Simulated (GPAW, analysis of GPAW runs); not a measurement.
## NV- centre in diamond: hyperfine coupling, PBE (GPAW)

Subject: NV- centre in diamond. Wanted: its hyperfine coupling, in one set-up (PBE, plane waves 500 eV, 64-site cell, measured lattice, k: the zone centre alone then 2x2x2 shifted). The model is a cell of 64 host atoms with 1 site emptied and N put on another atom's site. The isotropic coupling follows from the spin density at the nucleus, the nuclear g-factor and the total spin. The measured lattice removes the functional's error in the volume.

What was measured. 14N, isotropic: -2.51 MHz at 300 K, by EPR (room temperature) (“Hyperfine interaction in the ground state of the negatively charged nitrogen vacancy center in diamond”, 2009, S. Felton et al.).

Method: GPAW plane-wave PAW DFT, PBE; relaxation of all atoms of a defect supercell, in GPAW 26.7.0.

**1. Set-up**

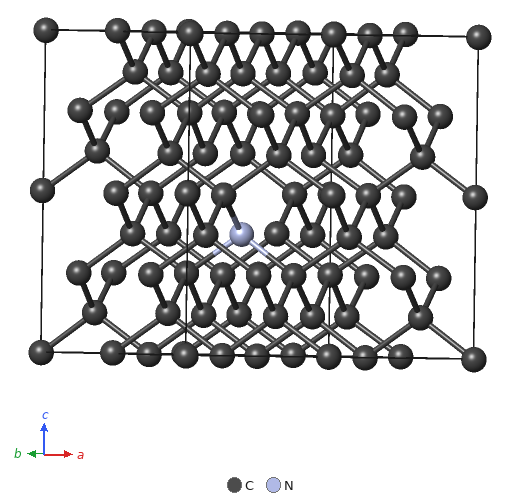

Start, viewed slightly off an axis; carbon dark grey, nitrogen light blue. Bonds to atoms that aren't drawn are left out. Some periodic images of atoms are drawn too.

The cell holds 63 atoms: 62 C and 1 N. Cell: a = 7.133 Å, b = 7.133 Å, c = 7.133 Å, α = 90.0°, β = 90.0°, γ = 90.0°. It derives from C (space group Fd-3m). Nearest the centre at fractional (0.375, 0.375, 0.375): C41 at 1.53 Å, N4 at 1.53 Å, C48 at 1.53 Å, C26 at 1.55 Å, C37 at 2.51 Å, C45 at 2.51 Å, C52 at 2.51 Å, C6 at 2.51 Å. The cell carries charge −1.

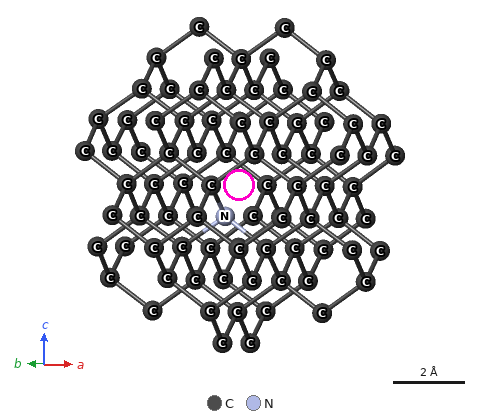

The atoms within 5 Å of the centre. A ring marks the centre wherever it is empty.

The host's primitive cell comes from a first run (GPAW plane-wave PAW DFT, PBE; relaxation of all atoms of a defect-free cell): vectors of 2.522, 2.522 and 2.522 Å. That is 5.67 Å³ an atom. The supercell is built on it.

**2. Relaxation, charge −1**

Every later number rests on the structure around the defect, so the atoms are relaxed at the host's lattice first.

Contents of run.py:

```python
import numpy as np
from ase.io import read, write
from ase.parallel import parprint, world
from gpaw import GPAW, PW
from ase.optimize import BFGS

atoms = read('POSCAR')
magmoms = np.zeros(len(atoms))
magmoms[[3, 5, 6, 4]] = 2 / 4
atoms.set_initial_magnetic_moments(magmoms)
calc = GPAW(mode=PW(500),
            xc='PBE',
            kpts={'size': (1, 1, 1), 'gamma': True},
            charge=-1,
            occupations={'name': 'fermi-dirac', 'width': 0.01, 'fixmagmom': True},
            nbands=136,
            convergence={'density': 1e-05, 'forces': 0.001},
            maxiter=150,
            symmetry='off',
            txt='gpaw.txt')
atoms.calc = calc
opt = BFGS(atoms, trajectory='relax.traj', logfile='-')
done = opt.run(fmax=0.02, steps=80)
parprint('Converged:', done)
energy = atoms.get_potential_energy()
forces = atoms.get_forces()
parprint(f'Energy: {energy:.6f} eV, largest force {np.linalg.norm(forces, axis=1).max():.4f} eV/A')
calc.write('gs.gpw')
write('final.xyz', atoms)
parprint('Moments:', atoms.get_magnetic_moments().round(3))
for s in range(calc.get_number_of_spins()):
    parprint('Levels (eV), spin', s, calc.get_eigenvalues(kpt=0, spin=s)[-16:].round(3))
```

Contents of POSCAR:

```
C  N  C 
 1.0000000000000000
     7.1334799999999996    0.0000000000000000    0.0000000000000000
     0.0000000000000000    7.1334799999999996    0.0000000000000000
     0.0000000000000000    0.0000000000000000    7.1334799999999996
 C   N   C  
   3   1  59
Direct
  0.0017304451837577  0.0003835554394678  0.2478276579455957
  0.0001611147538710  0.2499957409845729  0.0027990443382236
  0.2493395650137265  0.0023796417233352 -0.0013273116468777
  0.2527064309016271  0.2506724714154289  0.2502892045653479
  0.1242559401287597  0.1244531877211420  0.3723527379143408
  0.1251109530586559  0.3746583418770004  0.1277805726849397
  0.3733134262121048  0.1272275553043069  0.1252325758687135
  0.0012144129950365  0.0004507521613174  0.7475135067108428
 -0.0016976891755494  0.2479090914854914  0.4992211685948506
  0.2516096334731179  0.0008544234035110  0.4978693507937204
  0.2475013921975130  0.2489011166711888  0.7493596565066462
  0.1269164102705620  0.1231033920866449  0.8742313157941309
  0.1277344131331634  0.3744270959706112  0.6252353531405406
  0.3760358692756374  0.1246309186974472  0.6275790267827932
  0.3740447962130806  0.3734500911643962  0.8728678664119617
 -0.0004828175006232  0.5012370499443470  0.2475307450502729
 -0.0023968540292414  0.7514400245375247 -0.0002050497605588
  0.2499263962953001  0.4996784336407732 -0.0027842059697043
  0.2503863005417223  0.7506240999586744  0.2472940996981565
  0.1228632981338350  0.6246990977332071  0.3732098636165267
  0.1255555215440825  0.8775672644185287  0.1240196049113318
  0.3765977755766672  0.6248288013057933  0.1227025166977372
  0.3775310676914603  0.8746435083368431  0.3761520570063215
  0.0010909953785478  0.5025114553770061  0.7493975497665674
 -0.0022478708937875  0.7493030275870151  0.5015237884403256
  0.2473807507128697  0.4999048861976078  0.4990044539955727
  0.2498407798971289  0.7516365114485195  0.7477290740769071
  0.1247715424335816  0.6232946973444776  0.8727863208669990
  0.1269846154145405  0.8757488082830263  0.6231666388456967
  0.3748873614838850  0.6268981614832205  0.6270603205718466
  0.3722082148915059  0.8752278619437436  0.8751209965001674
  0.4994847870184121 -0.0006591894844608  0.2473240608905193
  0.5013763505182307  0.2482490714859796 -0.0017030953878821
  0.7505020943439400 -0.0027491197364158  0.0002255377021733
  0.7515507988893385  0.2478051488834639  0.2492010777938150
  0.6272043625442026  0.1255749298965346  0.3766342786476780
  0.6244990303598686  0.3754505130110344  0.1277215239769336
  0.8762733438785921  0.1259507052486000  0.1226901558044741
  0.8767535805752056  0.3756103313627379  0.3728992677218673
  0.5023490235728253  0.0013945982760188  0.7493692788149227
  0.4974749915704138  0.2502433568963484  0.4988059584756016
  0.7514472079653974  0.0021611526670267  0.4989532748378095
  0.7498336998143250  0.2521368235764166  0.7518074718703159
  0.6254776031220515  0.1273282690954048  0.8735128269812632
  0.6244150334609370  0.3738931093736027  0.6224913683810014
  0.8741515089106970  0.1276675443928910  0.6251577817917195
  0.8733000163015782  0.3745441778184559  0.8771824085030949
  0.4999887692279948  0.5001567430424464  0.2527992732626297
  0.5000785601930910  0.7527556775416333 -0.0005105828953929
  0.7482033629926658  0.5010954290717367 -0.0018527697976651
  0.7512543014438179  0.7522071732542265  0.2488101515120266
  0.6222350128595865  0.6247328223255448  0.3753795886116443
  0.6275495322012640  0.8761571409683500  0.1248532497204332
  0.8763834060918422  0.6239085457030816  0.1228192798406809
  0.8724551630172256  0.8752417884677626  0.3761515070032049
  0.4974694610909909  0.5010808522584611  0.7494626392870336
  0.5025110020278390  0.7491692419944406  0.4990697660171461
  0.7526703094758760  0.5008521844480637  0.5000620828478209
  0.7508016814109687  0.7509901116198363  0.7524975210121319
  0.6268951937178647  0.6267683889803154  0.8760684879487078
  0.6232656799818378  0.8757065714103068  0.6229134918578622
  0.8738370686697521  0.6264858131192154  0.6270737828734860
  0.8753928846919062  0.8728763677467871  0.8732121373144311
```

Started as:

```bash
$ OMP_NUM_THREADS=1 mpirun -n 4 gpaw python run.py > stdout
```

The program printed:

```text
__  _  _
 | _ |_)|_||  |
 |__||  | ||/\| - 26.7.0

Input parameters:
  mode=PW(ecut=500.0),
  charge=-1,
  convergence={'density': 1e-05, 'forces': 0.001},
  kpts=MonkhorstPack(size=(1, 1, 1), gamma=True),
  maxiter=150,
  nbands=136,
  occupations=Occupations(name='fermi-dirac', width=0.01, fixmagmom=True),
  symmetry=Symmetry(point_group=False, time_reversal=False),
  xc=XC(name='PBE')

Diagonalizing LCAO Hamiltonian
Converting LCAO to pw mode
     .-----------------.
    /|       C        C|
   / | C   C    C   C  |
  /  |C  C C   C  C    |
 * C C C C  C   C C    |
 |  C|C   C  C  C  C  C|
 C   C    CC CC  C  C  |
 |   |CCC     CC C     |
 |   | C C C    C C C  |
 |  C.C---C-CC-C--CC-C-.
 |  /C N      C C     /
 C /    C        C   /
 |C                 /
 *-----------------*

Atoms  # Å, Bohr magnetons
|    | symbol |         x |         y |         z |    initial magnetic moments |
|----|--------|-----------|-----------|-----------|-----------------------------|
|  0 |      C |  0.012344 |  0.002736 |  1.767874 | ( 0.0000,  0.0000,  0.0000) |
|  1 |      C |  0.001149 |  1.783340 |  0.019967 | ( 0.0000,  0.0000,  0.0000) |
|  2 |      C |  1.778659 |  0.016975 | -0.009468 | ( 0.0000,  0.0000,  0.0000) |
|  3 |      N |  1.802676 |  1.788167 |  1.785433 | ( 0.0000,  0.0000,  0.5000) |
|  4 |      C |  0.886377 |  0.887784 |  2.656171 | ( 0.0000,  0.0000,  0.5000) |
|  5 |      C |  0.892476 |  2.672618 |  0.911520 | ( 0.0000,  0.0000,  0.5000) |
|  6 |      C |  2.663024 |  0.907575 |  0.893344 | ( 0.0000,  0.0000,  0.5000) |
|  7 |      C |  0.008663 |  0.003215 |  5.332373 | ( 0.0000,  0.0000,  0.0000) |
|  8 |      C | -0.012110 |  1.768455 |  3.561184 | ( 0.0000,  0.0000,  0.0000) |
|  9 |      C |  1.794852 |  0.006095 |  3.551541 | ( 0.0000,  0.0000,  0.0000) |
| 10 |      C |  1.765546 |  1.775531 |  5.345542 | ( 0.0000,  0.0000,  0.0000) |
[...]
Unit cell  # Å
| periodic |        x |        y |        z |  lengths |    angles |
|----------|----------|----------|----------|----------|-----------|
|      yes | 7.133480 | 0.000000 | 0.000000 | 7.133480 | 90.000000 |
|      yes | 0.000000 | 7.133480 | 0.000000 | 7.133480 | 90.000000 |
|      yes | 0.000000 | 0.000000 | 7.133480 | 7.133480 | 90.000000 |

Number of symmetries: 1
Symmetry operations  # r_c * U_cc + t_c -> r_c
|   | kind |            matrix            |
|---|------|------------------------------|
| 0 |  E   |  1, 0, 0,  0, 1, 0,  0, 0, 1 |

BZ-sampling:
  Number of BZ points: 1
  Number of IBZ points: 1

  Monkhorst-Pack size: [1, 1, 1]
  Monkhorst-Pack shift: [0, 0, 0]

K-points  # in reciprocal-cell coordinates
|   |                                coordinates |     weight |
|---|--------------------------------------------|------------|
| 0 | (  0.00000000,   0.00000000,   0.00000000) | 1.00000000 |

Plane wave coefficients: 4586
Cutoff: 500.0 eV

Spin-components: 2 (collinear spins)
Bands:           136
Projectors:      315
Spin-degeneracy: 1
Datatype:        float64

Density:
  Valence electrons: 253.0
  Components: 2
  Grid points: [40 40 40]
  Charge: -1.0  # |e|

Potential:
  Grid points: [40 40 40]

species:
  C:
    name:    Carbon
    Z:       6.0
    valence: 4
    core:    2
    charge:  0.0  # [|e|]
    compensation charges:
      type: gauss
      rc: 0.20  # [Å]
      lmax: 2
    cutoffs:
      filter: 1.14  # [Å]
      core: 1.14  # [Å]
    projectors
    | kind |    occ | energy [eV] | rcut [Å] |
    |------|--------|-------------|----------|
    |   2s |  2.000 |     -13.751 |    0.635 |
    |   2p |  2.000 |      -5.284 |    0.635 |
    |    s |        |      13.461 |    0.635 |
    |    p |        |      21.927 |    0.635 |
    |    d |        |       0.000 |    0.635 |

    Using partial waves for C as LCAO basis

  N:
    name:    Nitrogen
    Z:       7.0
    valence: 5
    core:    2
    charge:  0.0  # [|e|]
    compensation charges:
      type: gauss
      rc: 0.18  # [Å]
      lmax: 2
    cutoffs:
      filter: 1.11  # [Å]
      core: 0.96  # [Å]
    projectors
    | kind |    occ | energy [eV] | rcut [Å] |
    |------|--------|-------------|----------|
    |   2s |  2.000 |     -18.583 |    0.603 |
    |   2p |  3.000 |      -7.089 |    0.529 |
    |    s |        |       8.629 |    0.603 |
    |    p |        |      20.123 |    0.529 |
    |    d |        |       0.000 |    0.577 |

    Using partial waves for N as LCAO basis

Reference energy: -65194.664664  # eV

eigensolver:
  PPCG
  Converge bands: occupied
  niter=2

density mixing:
  MSR1-Mixer
  Pratt-step length: 0.05
  Maximum mixing coefficient: 0.75
  Old densities: 10
  SVD Regularization: 0.005
  Good broyden scale: 1.0
  Trust region scale: 1.0
  Backstep threshold: 4.0
  History deletion threshold: 6.0
  Fourier metric: weight=20.0, sigma=0.015

occupation numbers:
  Fixed magnetic moment: 2.000
  Fermi-Dirac:
    width: 0.0100  # eV

poisson solver:
  ecut: 4000.0  # eV
  uniform background charge: -1.0  # electrons

xc functional:
  name: PBE with 2 nearest neighbor stencil

Initialization done in: 11.582 s

convergence criteria:
- Maximum integral of absolute [dens]ity change: 1e-05 electrons / valence electron
[...]
|iter     | |      energy | eigst |  dens |force |  magmom |
|---------|-|-------------|-------|-------|------|---------|
|iter:   1| | -546.585735c| -4.82 |       |      |  +1.9998|
[...]
|iter:   3| | -546.585473c| -5.46 | -3.66 |      |  +1.9999|
|iter:   4| | -546.585467c| -6.89 | -4.03 |      |  +1.9999|
|iter:   5| | -546.585465c| -7.54c| -4.28 |      |  +2.0000|
|iter:   6| | -546.585465c| -7.89c| -4.72 |      |  +2.0000|
|iter:   7| | -546.585465c| -8.39c| -5.15c|-1.59 |  +2.0000|
|iter:   8| | -546.585465c| -8.97c| -5.68c|-3.45c|  +2.0000|

Converged in 8 steps
SCF loop duration: 13.883 s (1.735 s/step)
Energy contributions relative to reference atoms: (reference = -65194.664664)

Energy contributions:
  Kinetic:         560.352095
  Coulomb:        -491.964158
  Zero:              0.632284
  External:          0.000000
  Xc:             -615.605685
  Entropy:          -0.000000
  Spinorbit:         0.000000
  ----------------------------
  Free energy:    -546.585465
  Extrapolated:   -546.585465

dipole moment: (-2.961529, -2.530260, 52.414810)  # |e|*Ang

Total magnetic moment: (0.000000, 0.000000, 1.999999)

Local magnetic moments
|        x |        y |         z |
|----------|----------|-----------|
[...]
Fermi levels: 14.962, 14.419
Eigenvalues  # (at kpt = [0.000, 0.000, 0.000])
| band index |      eig [eV] | occ [0-1] |      eig [eV] | occ [0-1] |
|------------|---------------|-----------|---------------|-----------|
[...]
|        ... |               |           |               |           |
[...]
Gap: 1.320 eV
Transition (v -> c):
  (s=1, k=0, n=127, [0.00, 0.00, 0.00]) -> (s=0, k=0, n=128, [0.00, 0.00, 0.00])
No difference between direct/indirect transitions

Forces  # eV/Ang
|        x |        y |        z |
|----------|----------|----------|
[...]
.---C-------------.
    C|       C         |
   / |     C  C  C  C  |
  /  |C  C     C  C C  |
 *   | C C  C C C C  C |
 |  C| C  C  C  C  C   |
 C   C C   C CC     C C|
 |   |C C  C   CCC     C
 |C  | C C      C C    |
 | CC.C---C-CC-----C---.
 |  /CN       CC      /
 | /    C C      C   /
 |/        C        /
 *-----------------*

Atoms  # Å, Bohr magnetons
|    | symbol |         x |         y |         z |    initial magnetic moments |
|----|--------|-----------|-----------|-----------|-----------------------------|
[...]
|  3 |      N |  1.699875 |  1.701368 |  1.695188 | ( 0.0000,  0.0000,  0.0029) |
[...]
| 58 |      C |  5.349901 |  5.351990 |  5.345910 | ( 0.0000,  0.0000,  0.0010) |
| 59 |      C |  4.457972 |  4.460074 |  6.237455 | ( 0.0000,  0.0000, -0.0016) |
| 60 |      C |  4.458179 |  6.243468 |  4.453926 | ( 0.0000,  0.0000, -0.0016) |
| 61 |      C |  6.241454 |  4.460061 |  4.454238 | ( 0.0000,  0.0000, -0.0016) |
| 62 |      C |  6.242065 |  6.243650 |  6.237548 | ( 0.0000,  0.0000,  0.0010) |

Unit cell  # Å
| periodic |        x |        y |        z |  lengths |    angles |
|----------|----------|----------|----------|----------|-----------|
|      yes | 7.133480 | 0.000000 | 0.000000 | 7.133480 | 90.000000 |
|      yes | 0.000000 | 7.133480 | 0.000000 | 7.133480 | 90.000000 |
|      yes | 0.000000 | 0.000000 | 7.133480 | 7.133480 | 90.000000 |

Initialization done in: 1.208 s

convergence criteria:
- Maximum integral of absolute [dens]ity change: 1e-05 electrons / valence electron
- Maximum change in the atomic [forces] across last 2 cycles: 0.001 eV/Ang OR
Maximum error relative to the maximum force is below inf
- Maximum [total energy] change in last 3 cyles: 0.0005 eV / valence electron
- Maximum integral of absolute [eigenst]ate change: 4e-08 eV^2 / valence electron
maximum number of iterations: 150

SCF iterations
|iter     | |      energy | eigst |  dens |force |  magmom |
|---------|-|-------------|-------|-------|------|---------|
|iter:   1| | -546.585787c| -5.16 |       |      |  +1.9996|
|iter:   2| | -546.585764c| -6.88 | -3.80 |      |  +1.9997|
|iter:   3| | -546.585701c| -5.94 | -3.85 |      |  +1.9998|
|iter:   4| | -546.585698c| -7.16 | -4.19 |      |  +1.9999|
|iter:   5| | -546.585698c| -7.77c| -4.48 |      |  +1.9999|
|iter:   6| | -546.585698c| -8.03c| -4.83 |      |  +2.0000|
|iter:   7| | -546.585698c| -8.46c| -5.24c|-1.67 |  +2.0000|
|iter:   8| | -546.585698c| -8.95c| -5.74c|-3.60c|  +2.0000|

Converged in 8 steps
SCF loop duration: 13.812 s (1.727 s/step)
Energy contributions relative to reference atoms: (reference = -65194.664664)

Energy contributions:
  Kinetic:         560.320397
  Coulomb:        -491.938984
  Zero:              0.632297
  External:          0.000000
  Xc:             -615.599407
  Entropy:          -0.000000
  Spinorbit:         0.000000
  ----------------------------
  Free energy:    -546.585698
  Extrapolated:   -546.585698

dipole moment: (-2.974334, -2.546325, 52.394319)  # |e|*Ang

Total magnetic moment: (0.000000, 0.000000, 1.999998)

Local magnetic moments
|        x |        y |         z |
|----------|----------|-----------|
[...]
Fermi levels: 14.962, 14.419
Eigenvalues  # (at kpt = [0.000, 0.000, 0.000])
| band index |      eig [eV] | occ [0-1] |      eig [eV] | occ [0-1] |
|------------|---------------|-----------|---------------|-----------|
[...]
|        ... |               |           |               |           |
[...]
|        131 |        16.276 |     0.000 |        16.298 |     0.000 |
|        132 |        16.283 |     0.000 |        16.329 |     0.000 |
|        133 |        16.283 |     0.000 |        16.329 |     0.000 |
|        134 |        16.607 |     0.000 |        16.631 |     0.000 |
|        135 |        16.650 |     0.000 |        16.670 |     0.000 |

Gap: 1.318 eV
Transition (v -> c):
  (s=1, k=0, n=127, [0.00, 0.00, 0.00]) -> (s=0, k=0, n=128, [0.00, 0.00, 0.00])
No difference between direct/indirect transitions

Forces  # eV/Ang
|        x |        y |        z |
|----------|----------|----------|
[...]
|  0.01149 |  0.00391 |  0.00813 |  # C   58
|  0.00346 | -0.00325 |  0.00376 |  # C   59
| -0.00204 |  0.00298 |  0.00139 |  # C   60
|  0.00634 | -0.00070 | -0.00799 |  # C   61
| -0.00021 |  0.00134 |  0.00093 |  # C   62

# Writing to gs.gpw (mode='')
```

Wall time 3.2 min (4 MPI ranks of Intel Xeon Platinum 8488C (Sapphire Rapids), shared host); peak memory 1.6 GiB.

Relaxation path:

```
step  energy less that of the first step (eV)
   0                                   0.0000
   1                                  -1.0547
   2                                  -1.4260
   3                                  -1.5135
   4                                  -1.5441
   5                                  -1.5497
   6                                  -1.5515
   7                                  -1.5520
   8                                  -1.5522
```

The atoms that moved most (Å):

```
atom      dx      dy      dz  length
  N4  -0.103  -0.087  -0.090   0.162
 C41   0.094  -0.055   0.080   0.136
 C48   0.076   0.077  -0.078   0.134
 C26  -0.036   0.079   0.079   0.118
  C6   0.001  -0.037  -0.022   0.043
 C14   0.005   0.023  -0.036   0.043
 C33  -0.025   0.025   0.024   0.043
  C9   0.028   0.027  -0.015   0.042
```

Neighbours of the ideal centre at the end:

```
atom  distance (Å)
 C41         1.661
 C26         1.663
 C48         1.667
  N4         1.691
 C14         2.495
 C13         2.497
 C36         2.499
 C20         2.501
 C37         2.502
 C22         2.504
 C45         2.516
 C30         2.518
  C5         2.518
 C52         2.521
  C7         2.522
  C6         2.523
```

Read from the output:

| Property | Result |
| --- | --- |
| total moment | 2.000 μB |

From the first step to the last the energy fell by 1.552 eV, and the largest move was 0.16 Å (N4).

[end of part 1 of 2]

[Logs are printed without paths, hosts, clocks, repeated set-up lines and the standing remarks that a program may print on its own settings, such as how far it seeks lower states.]

[Hosts, paths, dates, database ids (printed as entryN), source tags and the programs' standing remarks are cut or masked in the printed files.]

[For some hosts the program warned that the k-mesh of the response run may be too coarse for force constants and the static dielectric constant; such warnings are not shown here.]
